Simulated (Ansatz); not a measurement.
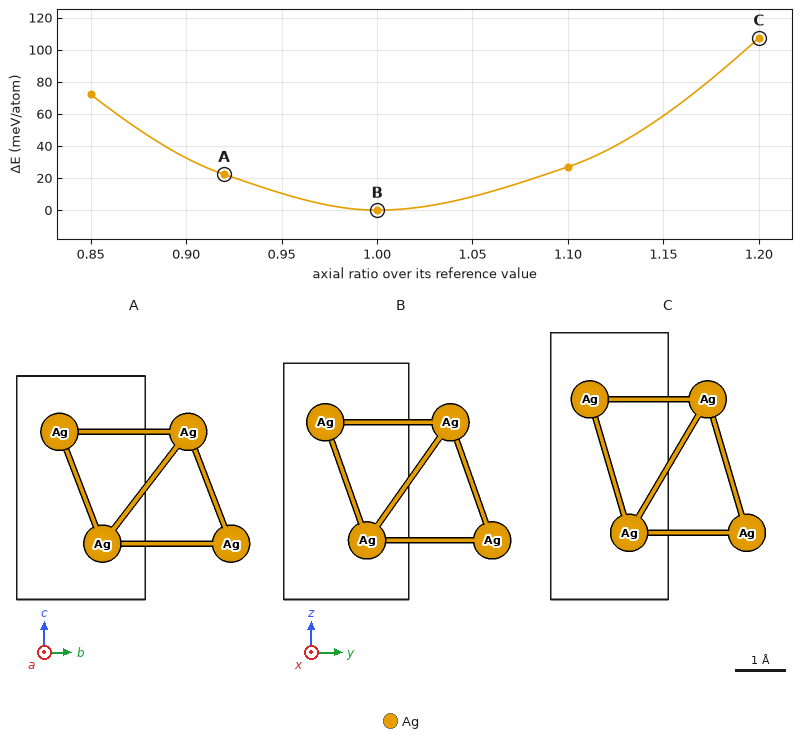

Crystalline Ag (P6_3/mmc): the ratio of the cell's length along z to its lengths across, counted as 1 for the reference, is changed at fixed volume (a c/a path), with the atoms kept at their fractional coordinates. x, y and z are the Cartesian axes of the input. The lettered frames are marked on the plot. The picture is a ball-and-stick view of the cell of the calculation, repeated 2 × 2 × 1 with one cell outlined, seen along the a axis.

All numbers below come from DFT r2SCAN, scalar-relativistic, plane waves, PAW in Ansatz. Settings: plane-wave cutoff 500 eV; k-point mesh 24 × 24 × 12; occupations gaussian; smearing width 0.15 eV; no spin polarisation. Energies (free energies at the smearing named) are counted from the cell as listed in its source, which wasn't relaxed.

Question: Read off the main features of the energy profile.

Answer: Of the computed points the lowest is at the relative ratio 1.00, 0.0 meV/atom. At the ends of the scan the energy is 72.2 meV/atom (0.85) and 107.3 meV/atom (1.20). The unrelaxed reference is under a pressure of −2.7 GPa. The distortion keeps the space group P6_3/mmc. At the relative ratio 1.20 the cell of the drawing goes a 2.930 → 2.757 Å, b 2.930 → 2.757 Å, c 4.790 → 5.409 Å.
